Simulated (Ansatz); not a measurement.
System: TiO₂, space group Fm-3m (No. 225) (one of a set of cubic test structures, which need not be the stable phase).

Computed with Ansatz 0.2.0 development build: equation of state of a cubic crystal from periodic Kohn-Sham density functional theory without spin, third-order Birch-Murnaghan fit to the free energies; pressure corrected for the finite basis. Level: r2SCAN.

```tsv
setting	value
structure type	fluorite
atoms in cell	3
space group number	225
lattice centring	face-centred primitive
k mesh	12×12×12
occupation method	Fermi–Dirac
occupation width	0.1 eV
wave cutoff	1050 eV
datasets	hand-made PAW
density tolerance	1e-09 eV
bands	16
density cutoff ratio	5
search for lower states	default
xc grid level	2
```

Describe the result: the energy above the lowest point and pressure against volume. The volume takes the values 8.6416, 8.9234, 9.2052, 9.4870, 9.7688 Å³/atom.

A third-order Birch–Murnaghan fit gives V0 = 9.18 Å³/atom, B0 = 276 GPa and B′ = 4.2. The energy above the lowest point is 29.8 meV/atom at volume 8.6416 Å³/atom and 29.4 meV/atom at 9.7688 Å³/atom; the lowest computed point is at volume 9.2052 Å³/atom (0.0 meV/atom), and no other minimum shows among the points. The pressure falls from 18.8 GPa at volume 8.6416 Å³/atom to −15.1 GPa at 9.7688 Å³/atom, and changes sign near 9.18 Å³/atom.

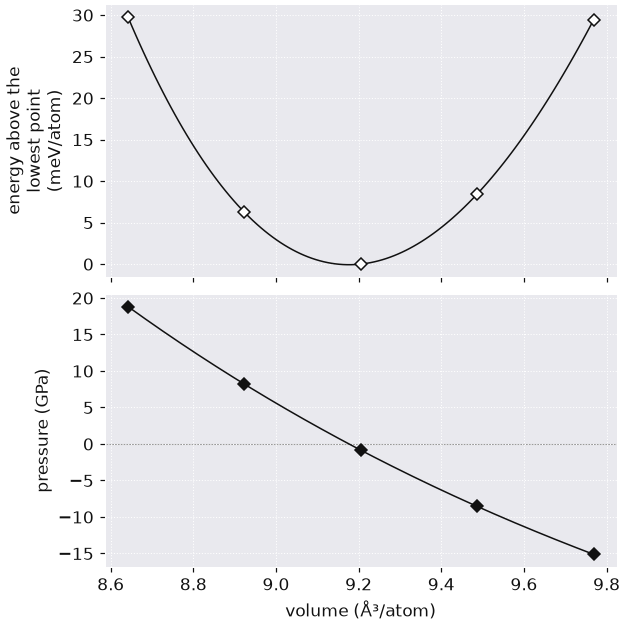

Note: cubic model structure, not the ambient form.
